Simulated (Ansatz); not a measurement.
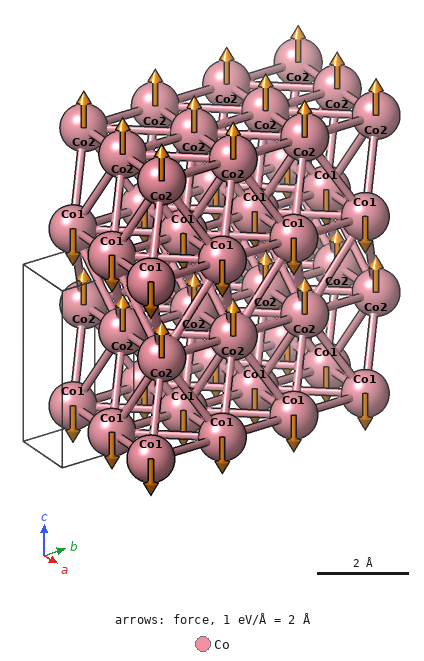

Starting geometry of solid Co (set up in P-3m1) (coarse preliminary run) with the computed forces as orange arrows. The picture is a ball-and-stick view of the cell of the calculation, repeated 3 × 4 × 2 with one cell outlined, seen slightly off an axis.

The calculation used DFT PBEsol, scalar-relativistic, plane waves, PAW (Ansatz 0.2.0). Settings: plane-wave cutoff 420 eV; k-point mesh 12 × 12 × 6; occupations gaussian; smearing width 0.1 eV; collinear spin; cell and atoms relaxed; force threshold 0.05 eV/Å; at most 80 steps.

Is this structure relaxed? If not, where do the atoms go?

Answer. It isn't relaxed: the largest force vector, on Co atoms, is 0.43 eV/Å. The atoms end up moving mostly along the starting forces (cosine between the two patterns 1.00). The energy falls by 51.9 meV per cell of the calculation in 3 accepted moves (4 points after the start). Largest force component: 0.43 eV/Å at the start, 0.0011 eV/Å at the end. The pressure goes from −8.81 to −0.17 GPa. At 1 point the geometry stayed and the basis and grid were re-selected for the new cell (energy shift of 1.0 meV per cell of the calculation at most each time). The largest moves relative to the cell, 0.039 Å, are those of Co1 and Co2. Co1 goes along −c. Cell: a = b 2.487 → 2.457 Å (−1.2 %), c 4.063 → 3.963 Å (−2.5 %). Volume −4.8 %. Among the contacts that change: Co1–Co2 2.554 → 2.437 Å, Co1–Co1 2.487 → 2.457 Å, Co1–Co2 (another image) 2.423 → 2.437 Å. The space group (tolerance 0.01 Å) goes from P-3m1 (No. 164) to P6_3/mmc (No. 194). Cost: 32 s on 1 thread of Arm Neoverse V2, with other jobs on the host, peak memory 0.36 GiB.
